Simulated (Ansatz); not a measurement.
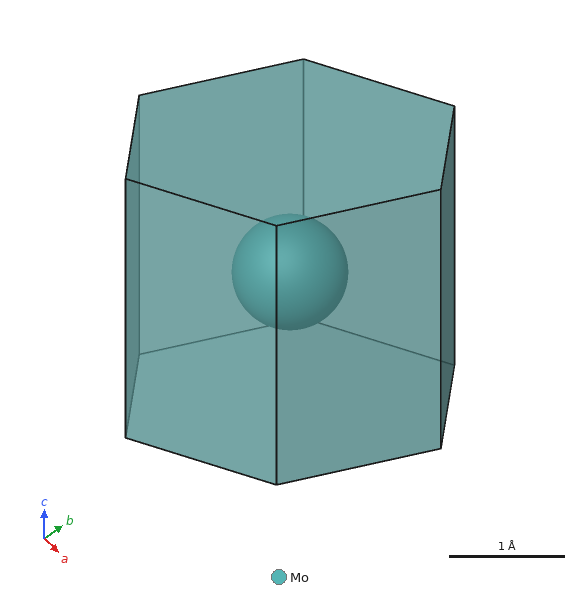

Voronoi–Dirichlet polyhedron, computed geometrically; every face belongs to one neighbour and no atomic radii are used. Central atom: Mo (1b) in Mo; faces take the colour of the neighbour behind them. Origin: the end point of a relaxation with Ansatz, DFT r2SCAN, scalar-relativistic, plane waves, PAW.

Mo, space group P6/mmm (No. 191), a = 2.749 Å, b = 2.749 Å, c = 2.534 Å, α = 90.00°, β = 90.00°, γ = 120.00°

| site | Wyckoff | x | y | z |
| --- | --- | --- | --- | --- |
| Mo | 1b | 0.0000 | 0.0000 | 0.5000 |

### What is the volume of this Voronoi cell?

16.6 Å³, equal to the mean volume per atom.

### How many faces does the cell have, and of which kinds?

8 faces, index ⟨0,6,0,2⟩: a hexagonal prism.

### Tabulate the neighbours by distance and solid angle.

```
neighbour  faces  distance (Å)  solid angle (% of sphere)
       Mo      2          2.53                       34.0
       Mo      6          2.75                       66.0
```
